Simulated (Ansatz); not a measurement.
Molecular dynamics, with input and output: C

The run: molecular dynamics of C (P1, 16 atoms in the cell). Method and program: DFT r2SCAN, scalar-relativistic, plane waves, PAW (Ansatz 0.2.0).

The structure was built on a prototype by a generator; it need not be a known phase. It belongs to a series of runs on one base structure; here: dynamics from the last frame of the run before.

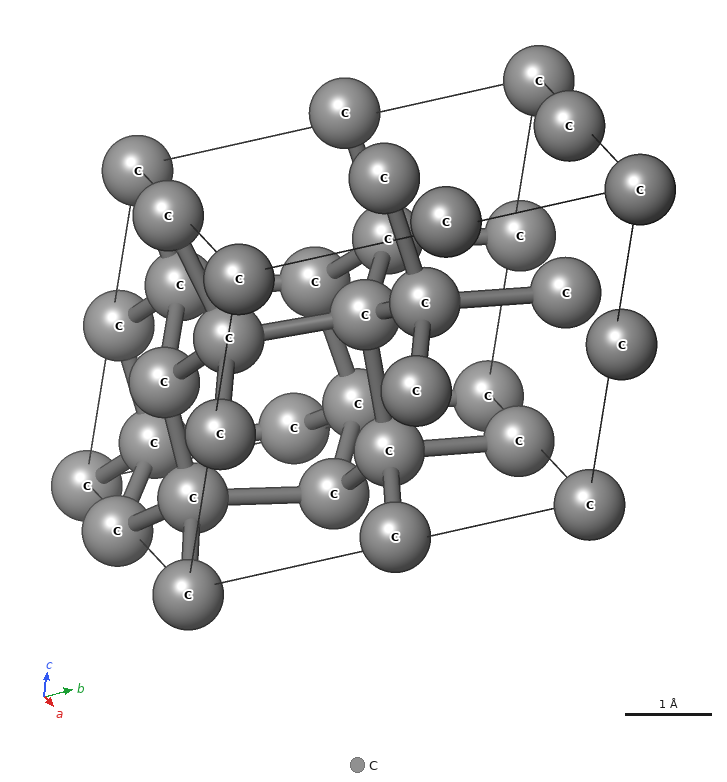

**Figure 1.** The structure as given in the input (ball-and-stick view of the cell of the calculation, set on other vectors, seen slightly off an axis).

## Input file
```yaml
crystal:
  lattice:
    - [0.0, 3.628535, 3.628535]
    - [3.628535, 0.0, 3.628535]
    - [3.628535, 3.628535, 0.0]
  atoms:
    - { symbol: C, position: [0.00801902, 0.02621763, -0.02037745] }
    - { symbol: C, position: [0.08918954, 0.13791079, 0.14060618] }
    - { symbol: C, position: [0.00671439, 0.00512919, 0.4861091] }
    - { symbol: C, position: [0.13002535, 0.14302175, 0.62181653] }
    - { symbol: C, position: [-0.04384065, 0.55047518, 0.01973154] }
    - { symbol: C, position: [0.12245242, 0.62174862, 0.13098822] }
    - { symbol: C, position: [0.02314731, 0.50220955, 0.48497811] }
    - { symbol: C, position: [0.11697103, 0.61971656, 0.63700201] }
    - { symbol: C, position: [0.49043822, 0.01097757, -0.0041984] }
    - { symbol: C, position: [0.63198541, 0.13198604, 0.10986423] }
    - { symbol: C, position: [0.50708871, -0.00097764, 0.48978293] }
    - { symbol: C, position: [0.60602978, 0.14380821, 0.61458402] }
    - { symbol: C, position: [0.52143077, 0.48489937, 0.013601] }
    - { symbol: C, position: [0.58269775, 0.66170282, 0.14239753] }
    - { symbol: C, position: [0.50426319, 0.46356903, 0.55156426] }
    - { symbol: C, position: [0.64722823, 0.62707878, 0.62226569] }
basis:
  ecutwfc: 500.0
kpoints:
  mp_grid: { grid: [4, 4, 4] }
hamiltonian:
  xc: r2scan
scf:
  occupations: { method: fermi_dirac, width: 0.24 }
  lower_state_search: "off"
md:
  timestep: 1.5
  n_steps: 300
  ensemble: npt_langevin
  temperature: 1960.0
  initial_velocities: maxwell_boltzmann
  seed: 69523
  friction: 0.005
  pressure: 10.0
  fix_cell: [angles]
```

Run on 2 threads of Arm Neoverse V2, 24 GiB of memory available, shared host.

Launch command:
```bash
ansatz run input.yaml --threads 2 --pin off --max-ram 5120MiB --backend cpu --events-out ev --progress --plain --runs-dir out
```

## The program's output
```
Error: invalid value for `md.fix_cell`: [angles] moves the lengths of a cell of three orthogonal vectors, or of a hexagonal pair and its axis, to one part in 10,000 — type the conventional cell (crystal.reduce_to_primitive: false), its vectors to more digits where they are rounded, or move the angles too (md.fix_cell: [])
```

## Outcome

```json
{"quantity": "outcome", "value": "refused by the program"}
{"quantity": "space group of the start (tolerance 0.01 Å)", "value": "P1 (1)"}
```

## What went wrong

The program refused the input: “invalid value for `md.fix_cell`: [angles] moves the lengths of a cell of three orthogonal vectors, or of a hexagonal pair and its axis, to one part in 10,000 — type the conventional cell (crystal.reduce_to_primitive: false), its vectors to more digits where they are rounded, or move the angles too (md.fix_cell: [])”
